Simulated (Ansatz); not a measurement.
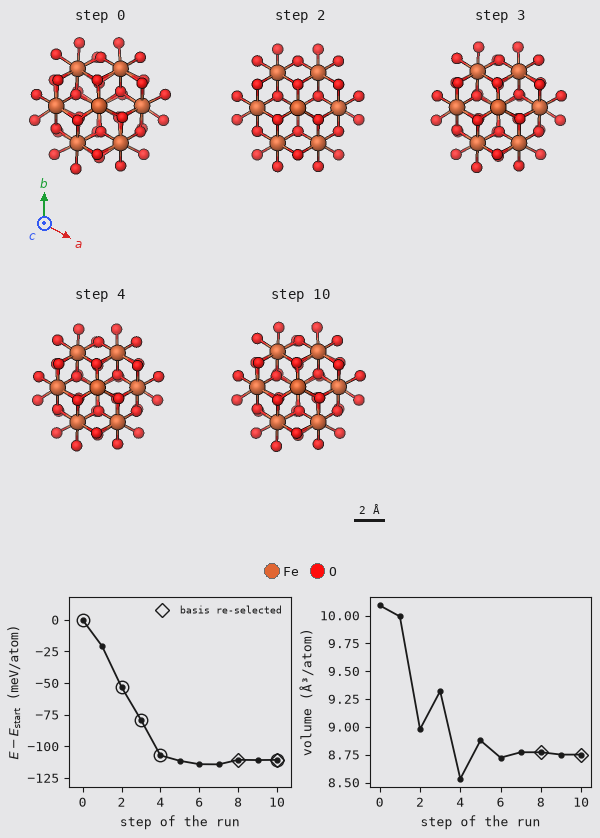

Frames of a relaxation of crystalline Fe₂O₃ (set up in R-3c) (coarse preliminary run), marked on the history of the run. A ball-and-stick model of the atoms within 5.0 Å of the atom that moves most (axes of the conventional cell (3 times the calculation's cell)), seen along the c axis. Lengths and directions refer to the drawn axes.

Method: DFT PBE, scalar-relativistic, plane waves, PAW in Ansatz 0.2.0.

The input:
```yaml
crystal:
  lattice:
    - [2.519, 1.4543453281, 4.5906666667]
    - [-2.519, 1.4543453281, 4.5906666667]
    - [0.0, -2.9086906562, 4.5906666667]
  atoms:
    - { symbol: Fe, position: [0.3553, 0.3553, 0.3553], spin: 3.23 }
    - { symbol: Fe, position: [0.1447, 0.1447, 0.1447], spin: 3.23 }
    - { symbol: Fe, position: [0.6447, 0.6447, 0.6447], spin: 3.23 }
    - { symbol: Fe, position: [0.8553, 0.8553, 0.8553], spin: 3.23 }
    - { symbol: O, position: [0.5559, 0.9441, 0.25], spin: 0.18 }
    - { symbol: O, position: [0.25, 0.5559, 0.9441], spin: 0.18 }
    - { symbol: O, position: [0.9441, 0.25, 0.5559], spin: 0.18 }
    - { symbol: O, position: [0.4441, 0.0559, 0.75], spin: 0.18 }
    - { symbol: O, position: [0.75, 0.4441, 0.0559], spin: 0.18 }
    - { symbol: O, position: [0.0559, 0.75, 0.4441], spin: 0.18 }
basis:
  ecutwfc: 420
kpoints:
  mp_grid: { grid: [6, 6, 6] }
hamiltonian:
  xc: pbe
scf:
  occupations: { method: gaussian, width: 0.1 }
output:
  forces: true
  stress: true
  eigenvalues: true
  populations: true
magnetization:
  spin_polarized: true
relax:
  adjacent_minimum: "off"
  f_tol: 0.05
  max_steps: 80
  cell: { stress_tol: 0.5 }
```

Launched with:
```bash
ansatz run input.yaml --threads 2 --pin off --max-ram 5120MiB --backend cpu --events-out ev --progress --plain --runs-dir out
```

Describe the path.

Answer. The largest moves relative to the cell, 0.13 Å, are those of Fe1, Fe2, Fe3 and Fe4. Fe1 goes along −c. Largest moves by element: Fe 0.13 Å, O 0.03 Å. The drawn cell changes as follows: a = b 5.038 → 4.772 Å (−5.3 %), c 13.772 → 13.311 Å (−3.3 %); the volume changes by −13.3 %. Near-neighbour distances that change, for instance: Fe1–Fe2 2.900 → 2.542 Å, Fe1–O5 2.116 → 1.962 Å, Fe1–O10 1.946 → 1.895 Å. Among the angles between lasting bonds that change: O5–Fe4–O10 162.2° → 169.4°, Fe3–O9–Fe4 86.5° → 80.8°, O5–Fe4–O6 102.5° → 97.2°. The space group stays R-3c (No. 167). Over 8 accepted moves (10 points after the start) the energy falls by 111 meV per atom. Largest force component: 0.88 eV/Å at the start, 0.0039 eV/Å at the end. The pressure goes from −4.01 to −0.02 GPa. The SCF was repeated twice at an unchanged geometry on a basis and grid sized afresh for the cell, which shifted the energy by 3.6 meV per atom at most. Cost: 12 min on 2 threads of AMD EPYC (Zen 3), with other jobs on the host, peak memory 0.69 GiB. From step 0 to 2: Fe atoms move most (0.24 Å), volume −11.0 %, energy −53.1 meV per atom. From step 2 to 3: Fe atoms move most (0.11 Å), volume +3.8 %, energy −25.9 meV per atom. From step 3 to 4: Fe atoms move most (0.02 Å), volume −8.5 %, energy −28.1 meV per atom. From step 4 to 10: Fe atoms move most (0.02 Å), volume +2.5 %, energy −3.6 meV per atom.
